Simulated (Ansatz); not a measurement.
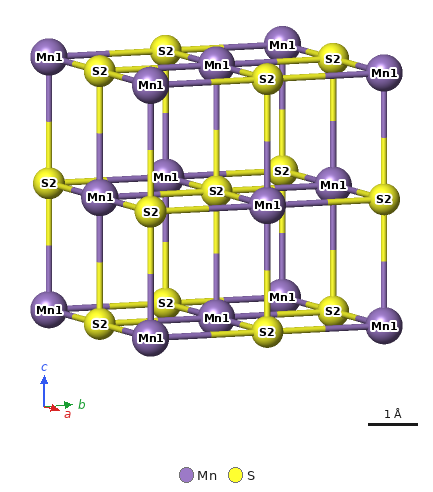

Fig. 1: The structure (ball-and-stick view of the cell 4 times as large as that of the calculation, set on its symmetry axes, seen slightly off an axis; atoms are numbered from 1 in the order of the input).

## MnS: single-point calculation (part 1 of 2)

System: MnS (2 atoms in the cell).
Method: DFT LDA, spin-orbit coupling, plane waves, PAW (Ansatz 0.2.0).

The structure derives from an entry of the Crystallography Open Database. It belongs to a series of runs on one base structure; here: random orbitals: harmonics, high filling. Figures and captions count atoms from 1; the log counts them from 0 in places.

## Input
```yaml
crystal:
  lattice:
    - [0.0, 2.61224989, 2.61224989]
    - [2.61224989, 0.0, 2.61224989]
    - [2.61224989, 2.61224989, 0.0]
  atoms:
    - { symbol: Mn, position: [0.0, 0.0, 0.0], spin: 5.0, spin_axis: [0.0, 0.0, 1.0] }
    - { symbol: S, position: [0.5, 0.5, 0.5] }
basis:
  ecutwfc: 420
  ecutrho_ratio: 4
kpoints:
  mp_grid: { grid: [6, 6, 6] }
hamiltonian:
  xc: lda
  hubbard:
    sites:
      - { site: 0, l: d, u_eff: 0.0, starting_ns: [{ occupation_matrix: s0 }] }
    occupation_matrices:
      s0:
        spinor_matrix:
          - [[0.97, 0.0], [0.0, 0.0], [0.0, 0.0], [0.0, 0.0], [0.0, 0.0], [0.0, 0.0], [0.0, 0.0], [0.0, 0.0], [0.0, 0.0], [0.0, 0.0]]
          - [[0.0, 0.0], [0.97, 0.0], [0.0, 0.0], [0.0, 0.0], [0.0, 0.0], [0.0, 0.0], [0.0, 0.0], [0.0, 0.0], [0.0, 0.0], [0.0, 0.0]]
          - [[0.0, 0.0], [0.0, 0.0], [0.97, 0.0], [0.0, 0.0], [0.0, 0.0], [0.0, 0.0], [0.0, 0.0], [0.0, 0.0], [0.0, 0.0], [0.0, 0.0]]
          - [[0.0, 0.0], [0.0, 0.0], [0.0, 0.0], [0.97, 0.0], [0.0, 0.0], [0.0, 0.0], [0.0, 0.0], [0.0, 0.0], [0.0, 0.0], [0.0, 0.0]]
          - [[0.0, 0.0], [0.0, 0.0], [0.0, 0.0], [0.0, 0.0], [0.97, 0.0], [0.0, 0.0], [0.0, 0.0], [0.0, 0.0], [0.0, 0.0], [0.0, 0.0]]
          - [[0.0, 0.0], [0.0, 0.0], [0.0, 0.0], [0.0, 0.0], [0.0, 0.0], [0.02, 0.0], [0.0, 0.0], [0.0, 0.0], [0.0, 0.0], [0.0, 0.0]]
          - [[0.0, 0.0], [0.0, 0.0], [0.0, 0.0], [0.0, 0.0], [0.0, 0.0], [0.0, 0.0], [0.02, 0.0], [0.0, 0.0], [0.0, 0.0], [0.0, 0.0]]
          - [[0.0, 0.0], [0.0, 0.0], [0.0, 0.0], [0.0, 0.0], [0.0, 0.0], [0.0, 0.0], [0.0, 0.0], [0.02, 0.0], [0.0, 0.0], [0.0, 0.0]]
          - [[0.0, 0.0], [0.0, 0.0], [0.0, 0.0], [0.0, 0.0], [0.0, 0.0], [0.0, 0.0], [0.0, 0.0], [0.0, 0.0], [0.02, 0.0], [0.0, 0.0]]
          - [[0.0, 0.0], [0.0, 0.0], [0.0, 0.0], [0.0, 0.0], [0.0, 0.0], [0.0, 0.0], [0.0, 0.0], [0.0, 0.0], [0.0, 0.0], [0.02, 0.0]]
    ns_hold: { iters: 12 }
scf:
  occupations: { method: gaussian, width: 0.05 }
  lower_state_search: "off"
  max_iter: 150
output:
  forces: true
  stress: true
  eigenvalues: true
  populations: true
  hubbard: { sites: [{ site: 0, l: d }] }
  write_density: true
  write_potential: true
  elf: true
  volumetric_format: npy
magnetization:
  noncollinear: true
  spin_orbit: true
```

Run as:
```bash
ansatz run input.yaml --threads 2 --pin off --max-ram 3072MiB --backend cpu --events-out ev --progress --plain --runs-dir out
```

## The program's output
```
Warning: output.stress: scf.convergence.dr2_threshold = 1e-7 eV (the SCF's general default) is looser than the 2e-10 eV advised for a printed stress (1e-10 eV for each atom of the cell: 2). What an SCF threshold leaves in a stress goes as its square root, and in the free energy as the threshold itself, and one threshold admits the most on a small cell: of the crystals measured, under no hybrid functional and no lock of the moments, on runs that ended without the residual-converged pass, on stresses that held no estimate of that error, the worst erred by over 100 MPa in a component at 1e-7 eV an atom and by under 5 at 1e-10. Set scf.convergence.dr2_threshold to 2e-10 eV or tighter. The threshold is an SCF's pass mark: one that does not reach it within its budget of iterations ends unconverged, or closes short of it on a stop that the run arms, and scf.convergence.dr2_threshold's page says what that costs each kind of run
Mn: projections on atomic orbitals take those of the free atom [Ne] 3s2 3p6 3d5 4s2, of charge +0.00 (hamiltonian.pseudopotentials.projection_atoms); the dataset's partial waves leave at most 9.1e-10 of an orbital's norm unspanned inside its sphere
S: projections on atomic orbitals take those of the free atom [Ne] 3s2 3p4, of charge +0.00 (hamiltonian.pseudopotentials.projection_atoms); the dataset's partial waves leave at most 1.5e-11 of an orbital's norm unspanned inside its sphere
Engine: ansatz 0.2.0, x86_64-unknown-linux-gnu
Pseudopotentials: kind: paw_fr
Pseudopotential: Mn, paw_fr, valence charge 15, recommended cutoff 420 eV (normal), Mn.paw.azcp#standard-fr
Pseudopotential: S, paw_fr, valence charge 6, recommended cutoff 420 eV (normal), S.paw.azcp#standard-fr
Functional definition: SPW92
  exchange = slater_x
  correlation = pw_c
Crystal: 2 atoms, lattice volume = 35.651 Å³
Basis set: ecut = 420 eV, 725 PW (Γ)
Bands: 30, of which v1, the nominal top of the filled ones, is band 21 counted from 1 (20 counted from 0)
Symmetry: 8 space group operations + 8 with time reversal
Magnetic group: BNS 139.537 (UNI 1197), of the structure as read, at distance tolerance 3.3e-5 Å
k-points: 30 of 216 (time reversal used)
Projection manifold: j_resolved (fully-relativistic pseudo-atomic orbitals)
Non-local potential: Mn, projectors of the file, l = 0: 3, l = 1: 4, l = 2: 6, l = 3: 2
Non-local potential: S, projectors of the file, l = 0: 2, l = 1: 4, l = 2: 4
PAW form: soft (Blöchl's): semilocal exchange-correlation on the pseudo side does not see the compensation charge
PAW frozen core: Mn, regenerated for the run's functional, and the local potential with it (the file was generated under x = pbe(κ = 0.804, μ = 0.2195149727645171), c = pbe(β = 0.06672455060314922))
PAW frozen core: S, regenerated for the run's functional, and the local potential with it (the file was generated under x = pbe(κ = 0.804, μ = 0.2195149727645171), c = pbe(β = 0.06672455060314922))
PAW one-centre angular grid: Mn, 590 points (default); XC on 64 Gauss nodes
PAW one-centre angular grid: S, 110 points (default); XC on 64 Gauss nodes
Initial density: superposition of atomic densities (chi_scale 0.1, normalization cell, long waves kept (reshape's long-wave potential 0.00 eV rms))
Starting moments: Σ|m| = 5 μB on 1 of 2 sites
Initial wavefunctions: pseudopotential atomic-orbital guess
Functional: x = slater, c = lda
```
